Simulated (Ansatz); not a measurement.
## Geometry relaxation, with input and output: Ir

The run: geometry relaxation of Ir (Fm-3m, 1 atom in the cell). Method and program: DFT r2SCAN, scalar-relativistic, plane waves, PAW, no spin polarisation (Ansatz 0.2.0).

The structure was made by swapping elements on the sites of another compound; it need not be a known phase. It belongs to a series of runs on one base structure; here: Pt -> Ir on all its sites, cell and atoms relaxed. Figures and captions count atoms from 1; the log counts them from 0 in places.

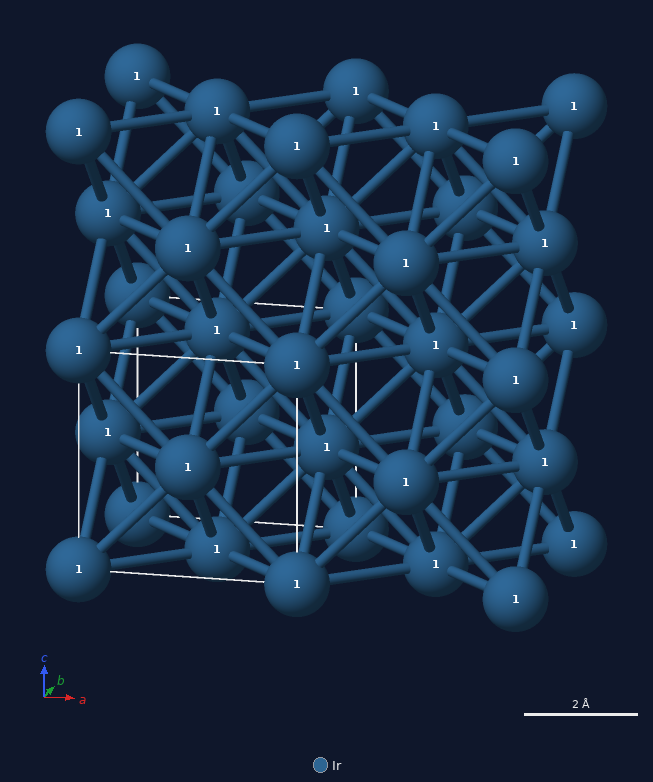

Figure 1. The input geometry (ball-and-stick view of the cell 4 times as large as that of the calculation, set on its symmetry axes, repeated 2 × 1 × 2, seen slightly off an axis; atoms are numbered from 1 in the order of the input). An atom can appear more than once, as a periodic image. Near neighbours in the periodic cell (some may lie outside the picture): Ir has 12 Ir at 2.86 Å.

Results in brief:

```csv
quantity,value
outcome,converged
space group (tolerance 0.01 Å),Fm-3m (225)
electrons treated,17
free energy,−11948.6552 eV
Fermi energy,25.398 eV
gap on the k-point mesh,none (metallic)
pressure,−0.09 GPa
final volume,14.26 Å³
largest force (length of the vector) at the end,under 0.001 eV/Å
final cell,"a = 2.722 Å, b = 2.722 Å, c = 2.722 Å, α = 60.00°, β = 60.00°, γ = 60.00°"
hardware,"1 thread of AMD EPYC (Zen 3), 32 GiB of memory available, shared host"
wall time,5.5 s
peak memory,0.39 GiB
```

Spin–orbit coupling is left out, which matters for Ir.

The input:
```yaml
crystal:
  lattice:
    - [0.0, 2.0189070708, 2.0189070708]
    - [2.0189070708, 0.0, 2.0189070708]
    - [2.0189070708, 2.0189070708, 0.0]
  atoms:
    - { symbol: Ir, position: [0.0, 0.0, 0.0] }
basis:
  ecutwfc: 500
kpoints:
  mp_grid: { grid: [8, 8, 8] }
hamiltonian:
  xc: r2scan
scf:
  occupations: { method: gaussian, width: 0.1 }
output:
  forces: true
  stress: true
  eigenvalues: true
relax:
  adjacent_minimum: "off"
  f_tol: 0.05
  max_steps: 60
  cell: { stress_tol: 0.5 }
```

Command:
```bash
ansatz run input.yaml --threads 1 --pin off --max-ram 2560MiB --backend cpu --events-out ev --progress --plain --runs-dir out
```

Output:
```
Engine: ansatz 0.2.0, x86_64-unknown-linux-gnu
Pseudopotentials: kind: paw
Pseudopotential: Ir, paw, valence charge 17, recommended cutoff 500 eV (meta_gga), Ir.paw.azcp
Functional definition: r2SCAN
  parameter k0 = 0.174
  parameter k1 = 0.065
  parameter a1 = 4.9479
  exchange = r2scan_x(k0 = k0, k1 = k1, a1 = a1)
  correlation = r2scan_c
Crystal: 1 atoms, lattice volume = 16.458 Å³
Basis set: ecut = 500 eV, 411 PW (Γ), exchange–correlation on 96×96×96 points (64 copies of the dense FFT grid, shifted against one another)
Bands: 13, of which v1, the nominal top of the filled ones, is band 9 counted from 1 (8 counted from 0)
Symmetry: 48 space group operations
Space group: Fm-3m (ITA 225), of the structure as read, at distance tolerance 2.5e-5 Å
k-points: 29 of 512
Non-local potential: Ir, projectors of the file, l = 0: 3, l = 1: 2, l = 2: 2, l = 3: 1
PAW form: soft (Blöchl's): semilocal exchange-correlation on the pseudo side does not see the compensation charge
PAW frozen core: Ir, regenerated for the run's functional (the file was generated under x = pbe(κ = 0.804, μ = 0.2195149727645171), c = pbe(β = 0.06672455060314922))
PAW one-centre angular grid: Ir, 590 points (default); XC on 160 Gauss nodes
Initial density: superposition of atomic densities (neutral atoms: chi_scale 0, normalization atom), corrected by the library's trained network
Initial wavefunctions: pseudopotential atomic-orbital guess
Functional: x = r2scan, c = r2scan; τ floored in thin density (d = 2e-4 eV/Å³)
SCF iter   1: F=—  HF=-11948.338624 eV  |F-HF|=—  |Δ(HF+E_count)|=         —  Δρ=1.40e-2  dr2=9.22e-3  dr2_τ=2.51e-2  ethr=1.77e-3  ⟨swp⟩=5.0  Hψ=2212  notcnv=0
preconditioner: auto → none  [metal: Δε(μ)=0.067 eV  Ē_g=13.126 eV  σ=0.100 eV  W_gap=0.36  n_scr=8 (ndim 8)  ℏωp=27.5 eV  f_vac=0.000  D(μ)=1.69/eV (n_scr^D=14)  sad-step TF]
SCF iter   2: F=—  HF=-11948.357632 eV  |F-HF|=—  |Δ(HF+E_count)|=   1.90e-2  Δρ=8.63e-3  dr2=3.23e-3  dr2_τ=3.99e-4  ethr=5.42e-5  ⟨swp⟩=2.4  Hψ=820  notcnv=0  defer=9
SCF iter   3: F=—  HF=-11948.358919 eV  |F-HF|=—  |Δ(HF+E_count)|=   1.29e-3  Δρ=6.19e-4  dr2=2.72e-5  dr2_τ=1.41e-5  ethr=1.90e-5  ⟨swp⟩=2.0  Hψ=507  notcnv=0  defer=9
SCF iter   4: F=—  HF=-11948.358950 eV  |F-HF|=—  |Δ(HF+E_count)|=   3.12e-5  Δρ=1.74e-4  dr2=2.36e-6  dr2_τ=4.62e-7  ethr=1.60e-7  ⟨swp⟩=2.1  Hψ=519  notcnv=0  defer=9
SCF iter   5: F=—  HF=-11948.358953 eV  |F-HF|=—  |Δ(HF+E_count)|=   3.08e-6  Δρ=8.00e-5  dr2=8.09e-7  dr2_τ=1.44e-7  ethr=1.39e-8  ⟨swp⟩=2.4  Hψ=572  notcnv=0  defer=9
SCF iter   6: F=-11948.358953 eV  HF=-11948.358953 eV  |F-HF|=1.02e-8  |Δ(HF+E_count)|=   2.40e-8  Δρ=1.01e-5  dr2=1.03e-8  dr2_τ=9.17e-10  ethr=5.88e-10  ⟨swp⟩=4.0  Hψ=1496  notcnv=0
SCF 1 converged in 6 iterations: F = -11948.358953 eV  dr2 = 1.03e-8
  greatest PAW one-centre occupation: 1.000 electrons in one spin orbital (limit 2), on the Ir atom at site 0 (counted from 0), in its partial waves of l = 0
relax step   1: F+E_penalty+E_count = -11948.35895344 eV  Δ(F+E_penalty+E_count) = +0.000e0 eV  max|allowed force component| = 0.000e0 eV/Å  Δτ_max = 0.0000 Å  P = -37.190 GPa  Ω = 16.458 Å³  (6 SCF iters, dr2 threshold 1.00e-7 eV, accepted)
Crystal: 1 atoms, lattice volume = 14.167 Å³
Basis set: ecut = 500 eV, 339 PW (Γ), exchange–correlation on 96×96×96 points (64 copies of the dense FFT grid, shifted against one another)
Initial density: handed on by an earlier stage of this run
Initial wavefunctions: those handed on with the density
iter 1 solved again at ethr=2.36e-5 eV; its pass at ethr=3.10e-3 eV (dr2=4.02e-3 eV) is discarded
SCF iter   1: F=—  HF=-11948.260609 eV  |F-HF|=—  |Δ(HF+E_count)|=         —  Δρ=6.27e-3  dr2=4.17e-3  dr2_τ=7.55e-1  ethr=2.36e-5  ⟨swp⟩=2.2  Hψ=2861  notcnv=0
preconditioner: auto → none  [metal: Δε(μ)=0.079 eV  Ē_g=14.974 eV  σ=0.100 eV  W_gap=0.42  n_scr=0 (ndim 8)  ℏωp=29.6 eV  f_vac=0.000  D(μ)=1.48/eV (n_scr^D=14)]
SCF iter   2: F=—  HF=-11948.654662 eV  |F-HF|=—  |Δ(HF+E_count)|=   3.94e-1  Δρ=2.82e-3  dr2=3.01e-4  dr2_τ=2.98e-4  ethr=2.36e-5  ⟨swp⟩=2.0  Hψ=754  notcnv=0
SCF iter   3: F=—  HF=-11948.655326 eV  |F-HF|=—  |Δ(HF+E_count)|=   6.64e-4  Δρ=1.66e-3  dr2=9.63e-5  dr2_τ=2.77e-5  ethr=1.77e-6  ⟨swp⟩=2.3  Hψ=527  notcnv=0
SCF iter   4: F=—  HF=-11948.655632 eV  |F-HF|=—  |Δ(HF+E_count)|=   3.06e-4  Δρ=6.61e-5  dr2=3.96e-7  dr2_τ=2.39e-6  ethr=5.66e-7  ⟨swp⟩=2.8  Hψ=647  notcnv=0
SCF iter   5: F=-11948.655635 eV  HF=-11948.655635 eV  |F-HF|=1.26e-7  |Δ(HF+E_count)|=   2.64e-6  Δρ=2.56e-5  dr2=5.02e-8  dr2_τ=3.29e-9  ethr=5.88e-10  ⟨swp⟩=6.9  Hψ=1940  notcnv=0
SCF 2 converged in 5 iterations: F = -11948.655635 eV  dr2 = 5.02e-8
relax step   2: F+E_penalty+E_count = -11948.65563518 eV  Δ(F+E_penalty+E_count) = -2.967e-1 eV  max|allowed force component| = 0.000e0 eV/Å  Δτ_max = 0.0000 Å  P = +2.495 GPa  Ω = 14.167 Å³  energy of the carried Pulay correction = +1.730e-3 eV  (5 SCF iters, dr2 threshold 1.00e-7 eV, accepted)
Crystal: 1 atoms, lattice volume = 14.292 Å³
iter 1 solved again at ethr=2.50e-7 eV; its pass at ethr=3.10e-3 eV (dr2=4.25e-5 eV) is discarded
SCF iter   1: F=—  HF=-11948.653707 eV  |F-HF|=—  |Δ(HF+E_count)|=         —  Δρ=6.09e-4  dr2=4.78e-5  dr2_τ=2.83e-3  ethr=2.50e-7  ⟨swp⟩=2.0  Hψ=2481  notcnv=0
preconditioner: auto → none  [metal: Δε(μ)=0.086 eV  Ē_g=14.727 eV  σ=0.100 eV  W_gap=0.45  n_scr=0 (ndim 8)  ℏωp=29.5 eV  f_vac=0.000  D(μ)=1.34/eV (n_scr^D=14)]
SCF iter   2: F=—  HF=-11948.656177 eV  |F-HF|=—  |Δ(HF+E_count)|=   2.47e-3  Δρ=4.33e-4  dr2=2.23e-5  dr2_τ=9.60e-6  ethr=2.50e-7  ⟨swp⟩=2.0  Hψ=627  notcnv=0
SCF iter   3: F=—  HF=-11948.656171 eV  |F-HF|=—  |Δ(HF+E_count)|=   6.15e-6  Δρ=2.00e-4  dr2=3.40e-6  dr2_τ=7.15e-7  ethr=1.31e-7  ⟨swp⟩=2.2  Hψ=522  notcnv=0
SCF iter   4: F=—  HF=-11948.656172 eV  |F-HF|=—  |Δ(HF+E_count)|=   1.76e-6  Δρ=1.09e-4  dr2=1.66e-6  dr2_τ=1.94e-7  ethr=2.00e-8  ⟨swp⟩=2.0  Hψ=598  notcnv=0
SCF iter   5: F=—  HF=-11948.656172 eV  |F-HF|=—  |Δ(HF+E_count)|=   4.41e-7  Δρ=5.01e-5  dr2=3.50e-7  dr2_τ=1.64e-8  ethr=9.78e-9  ⟨swp⟩=2.0  Hψ=509  notcnv=0
SCF iter   6: F=-11948.656172 eV  HF=-11948.656172 eV  |F-HF|=3.20e-8  |Δ(HF+E_count)|=   9.88e-8  Δρ=1.83e-5  dr2=4.60e-8  dr2_τ=3.03e-9  ethr=5.88e-10  ⟨swp⟩=2.8  Hψ=1354  notcnv=0
SCF 3 converged in 6 iterations: F = -11948.656172 eV  dr2 = 4.60e-8
relax step   3: F+E_penalty+E_count = -11948.65617173 eV  Δ(F+E_penalty+E_count) = -5.366e-4 eV  max|allowed force component| = 0.000e0 eV/Å  Δτ_max = 0.0000 Å  P = -0.829 GPa  Ω = 14.292 Å³  energy of the carried Pulay correction = +1.629e-3 eV  (6 SCF iters, dr2 threshold 1.00e-7 eV, accepted)
Crystal: 1 atoms, lattice volume = 14.260 Å³
iter 1 solved again at ethr=1.11e-8 eV; its pass at ethr=3.10e-3 eV (dr2=1.88e-6 eV) is discarded
SCF iter   1: F=—  HF=-11948.656128 eV  |F-HF|=—  |Δ(HF+E_count)|=         —  Δρ=1.29e-4  dr2=2.00e-6  dr2_τ=1.78e-4  ethr=1.11e-8  ⟨swp⟩=2.0  Hψ=2424  notcnv=0
preconditioner: auto → none  [metal: Δε(μ)=0.086 eV  Ē_g=14.768 eV  σ=0.100 eV  W_gap=0.45  n_scr=0 (ndim 8)  ℏωp=29.5 eV  f_vac=0.000  D(μ)=1.35/eV (n_scr^D=14)]
SCF iter   2: F=—  HF=-11948.656280 eV  |F-HF|=—  |Δ(HF+E_count)|=   1.52e-4  Δρ=1.00e-4  dr2=1.18e-6  dr2_τ=4.48e-7  ethr=1.11e-8  ⟨swp⟩=2.0  Hψ=628  notcnv=0
SCF iter   3: F=—  HF=-11948.656280 eV  |F-HF|=—  |Δ(HF+E_count)|=   3.00e-7  Δρ=4.98e-5  dr2=2.15e-7  dr2_τ=4.18e-8  ethr=6.95e-9  ⟨swp⟩=2.0  Hψ=509  notcnv=0
SCF iter   4: F=—  HF=-11948.656280 eV  |F-HF|=—  |Δ(HF+E_count)|=   1.40e-7  Δρ=2.97e-5  dr2=1.22e-7  dr2_τ=1.41e-8  ethr=5.88e-10  ⟨swp⟩=5.3  Hψ=1832  notcnv=0
SCF iter   5: F=-11948.656280 eV  HF=-11948.656280 eV  |F-HF|=1.99e-8  |Δ(HF+E_count)|=   3.13e-8  Δρ=1.42e-5  dr2=2.79e-8  dr2_τ=1.32e-9  ethr=5.88e-10  ⟨swp⟩=3.9  Hψ=1041  notcnv=0
SCF 4 converged in 5 iterations: F = -11948.656280 eV  dr2 = 2.79e-8
relax step   4: F+E_penalty+E_count = -11948.65627970 eV  Δ(F+E_penalty+E_count) = -1.080e-4 eV  max|allowed force component| = 0.000e0 eV/Å  Δτ_max = 0.0000 Å  P = -0.012 GPa  Ω = 14.260 Å³  energy of the carried Pulay correction = +1.654e-3 eV  (5 SCF iters, dr2 threshold 1.00e-7 eV, accepted)
Basis set: ecut = 500 eV, 339 PW (Γ), exchange–correlation on 80×80×80 points (64 copies of the dense FFT grid, shifted against one another)
Initial wavefunctions: pseudopotential atomic-orbital guess (no wavefunctions were taken with the density)
iter 1 solved again at ethr=2.55e-8 eV; its pass at ethr=3.10e-3 eV (dr2=4.33e-6 eV) is discarded
SCF iter   1: F=—  HF=-11948.655166 eV  |F-HF|=—  |Δ(HF+E_count)|=         —  Δρ=4.36e-4  dr2=3.05e-6  dr2_τ=4.61e-5  ethr=2.55e-8  ⟨swp⟩=2.9  Hψ=3019  notcnv=0
preconditioner: auto → none  [metal: Δε(μ)=0.086 eV  Ē_g=14.765 eV  σ=0.100 eV  W_gap=0.45  n_scr=0 (ndim 8)  ℏωp=29.5 eV  f_vac=0.000  D(μ)=1.35/eV (n_scr^D=14)]
SCF iter   2: F=—  HF=-11948.655169 eV  |F-HF|=—  |Δ(HF+E_count)|=   2.85e-6  Δρ=2.10e-4  dr2=6.85e-7  dr2_τ=8.59e-7  ethr=1.79e-8  ⟨swp⟩=1.7  Hψ=563  notcnv=0
SCF iter   3: F=—  HF=-11948.655174 eV  |F-HF|=—  |Δ(HF+E_count)|=   5.03e-6  Δρ=1.69e-5  dr2=2.63e-8  dr2_τ=1.04e-8  ethr=4.03e-9  ⟨swp⟩=2.4  Hψ=570  notcnv=0
SCF iter   4: F=—  HF=-11948.655174 eV  |F-HF|=—  |Δ(HF+E_count)|=   3.18e-9  Δρ=7.66e-6  dr2=1.95e-9  dr2_τ=1.23e-9  ethr=1.55e-10  ⟨swp⟩=2.7  Hψ=588  notcnv=0
SCF iter   5: F=-11948.655174 eV  HF=-11948.655174 eV  |F-HF|=9.46e-11  |Δ(HF+E_count)|=   2.44e-9  Δρ=1.89e-6  dr2=1.59e-10  dr2_τ=8.42e-11  ethr=5.88e-12  ⟨swp⟩=4.0  Hψ=1242  notcnv=0
SCF 5 converged in 5 iterations: F = -11948.655174 eV  dr2 = 1.59e-10
relax step   5: F+E_penalty+E_count = -11948.65517415 eV  Δ(F+E_penalty+E_count) = +1.106e-3 eV  max|allowed force component| = 0.000e0 eV/Å  Δτ_max = 0.0000 Å  P = -0.089 GPa  Ω = 14.260 Å³  stress off target by 8.93e-2 GPa  SCF on the basis re-selected at this cell (its energy is not comparable with the rows above)  (5 SCF iters)
```

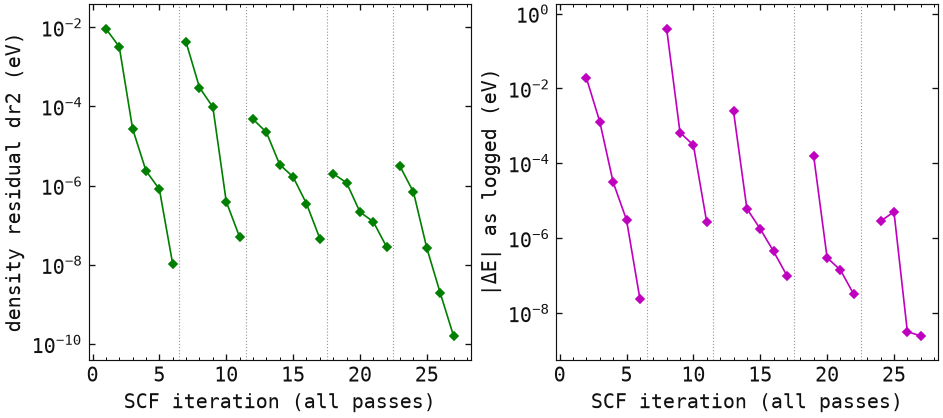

Figure 2. Convergence of the self-consistent field: density residual dr2 and size of the energy change against the SCF iteration. The dotted lines part the SCF passes of the relaxation: geometry steps, rejected trials and re-solves on a re-selected basis. The 5 passes take 5 to 6 iterations each, 27 in all.

```
basis re-selected at this cell: Δ(F+E_penalty+E_count) = +1.106e-3 eV, ΔP = -0.077 GPa vs the last step (what re-selecting the basis moved, of the pressure what is left beyond the Pulay correction that the steps carried, after the strain that the cell walked since its last selection, with what the two solves' SCF thresholds leave and, on support functions, any second-order correction that the steps lacked; it is no measure of the basis error at this ecutwfc). The dense FFT grid was sized anew with the basis: this SCF ran on 20×20×20 points, the steps before it on 24×24×24, so part of this shift can come from that change (see relax.cell in the input reference). This SCF's stress stands 8.93e-2 GPa from its target on what of the cell is left free (relax.cell.stress_tol is 5.00e-1 GPa) and its largest allowed force component is 0.00e0 eV/Å (relax.f_tol is 5.00e-2 eV/Å): within both
SCF converged after 5 iterations
Free energy (F): -11948.655174 eV
Harris-Foulkes:  -11948.655174 eV  (|F-HF|=9.46e-11)
Internal energy: -11948.648416 eV  (E = F + TS)
E sigma→0 (E₀):  -11948.651795 eV
Entropy (-TS):   -0.006759 eV (-6.759 meV/atom)
Fermi energy:    25.397709 eV
--- Per-component energies (eV) ---
  E_band       = -104.215335
  E_kinetic    = 623.464280
  E_local      = -1075.505884  (includes V_loc(G=0)·N_el)
  E_nonlocal   = 73.957145
  E_hartree    = 413.182395
  E_xc         = -255.427572
  E_vxc        = -333.490601  (∫ρ·V_xc dr)
  E_paw        = -9249.716139  (= ΣΔE_a)
  E_vpaw       = -239.699732  (= ΣTr[D̂ρ^β])
  E_aug_tail   = -0.000015  (compensation charges beyond the density's cutoff)
  E_vtau       = 20.694284  (kinetic-family band-sum trace: ∫τ·v_τ [+ j·A + Jᵃ·Aᵃ] dr)
  E_ewald      = -2478.285732
  E_core_change = -0.316894  (= ΣΔE_core)
  E_smearing   = -0.006759  (= −TS)
  E_closure    = 0.000000  (closes the sum)
  Σ components = -11948.655174   (vs F -11948.655174, Δ=0.00e0)
--- Forces (eV/Å), atoms counted from 1 ---
  atom   1  Ir    -0.00000000     0.00000000     0.00000000
  max |Σ_I F_I| component: 2.47e-32 eV/Å
--- Stress (GPa, compression-positive) ---
       -0.089267      -0.000000      -0.000000
       -0.000000      -0.089267      -0.000000
       -0.000000      -0.000000      -0.089267
  P = ⅓ Tr σ = -0.0893 GPa (-0.893 kbar)
--- Band table (eV; the first three rows and the last of 29) ---
  k-point 0: bands = ["-69.5820", "-25.4218", "-25.4218", "-25.4218", "13.9008", "21.3770", "21.3770", "21.3770", "24.0481", "24.0481", "39.5840", "45.3546", "45.3546"]
  k-point 1: bands = ["-69.5715", "-25.5471", "-25.4389", "-25.4389", "14.6012", "21.0414", "21.6465", "21.6465", "23.9032", "23.9032", "40.7248", "43.0030", "46.5149"]
  k-point 2: bands = ["-69.5459", "-25.8431", "-25.4801", "-25.4801", "16.1914", "20.8484", "21.8057", "21.8057", "24.2625", "24.2625", "39.5496", "42.2627", "49.4693"]
  k-point 28: bands = ["-69.4856", "-25.9674", "-25.9674", "-25.7356", "18.9151", "20.3309", "20.3309", "23.4428", "26.9004", "33.8966", "34.7210", "34.7210", "39.1836"]
--- Relaxed structure (4 steps of the walk, 4 accepted, 1 SCFs on fresh bases) ---
  F+E_penalty+E_count = -11948.65517415 eV   max|allowed force component| = 0.000e0 eV/Å   (the final SCF, on the basis selected at the relaxed cell)
  cell:  # Å, volume = 14.2601 Å³
    - [-2.9139158813121653e-34, 1.924706664135203, 1.924706664135203]
    - [1.924706664135203, -2.5636090540505946e-34, 1.924706664135203]
    - [1.924706664135203, 1.924706664135203, 9.840437238529606e-34]
  atoms:
    - { symbol: Ir, position: [0.0, 0.0, 0.0] }
```

Trajectory as extended XYZ (Å, eV, eV/Å), 5 frames, from step=1 to step=5:
```
1
Lattice="0.0000 2.0189 2.0189 2.0189 0.0000 2.0189 2.0189 2.0189 0.0000" Properties=species:S:1:pos:R:3:forces:R:3 step=1 energy=-11948.35895 pressure_GPa=-37.19
Ir    0.0000    0.0000    0.0000    0.0000   0.0000   0.0000
1
Lattice="0.0000 1.9205 1.9205 1.9205 0.0000 1.9205 1.9205 1.9205 0.0000" Properties=species:S:1:pos:R:3:forces:R:3 step=2 energy=-11948.65563 pressure_GPa=2.50
Ir    0.0000    0.0000    0.0000    0.0000   0.0000   0.0000
1
Lattice="0.0000 1.9261 1.9261 1.9261 0.0000 1.9261 1.9261 1.9261 0.0000" Properties=species:S:1:pos:R:3:forces:R:3 step=3 energy=-11948.65617 pressure_GPa=-0.83
Ir    0.0000    0.0000    0.0000    0.0000   0.0000   0.0000
1
Lattice="0.0000 1.9247 1.9247 1.9247 0.0000 1.9247 1.9247 1.9247 0.0000" Properties=species:S:1:pos:R:3:forces:R:3 step=4 energy=-11948.65628 pressure_GPa=-0.01
Ir    0.0000    0.0000    0.0000    0.0000   0.0000   0.0000
1
Lattice="0.0000 1.9247 1.9247 1.9247 0.0000 1.9247 1.9247 1.9247 0.0000" Properties=species:S:1:pos:R:3:forces:R:3 step=5 energy=-11948.65517 pressure_GPa=-0.09
Ir    0.0000    0.0000    0.0000    0.0000   0.0000   0.0000
```
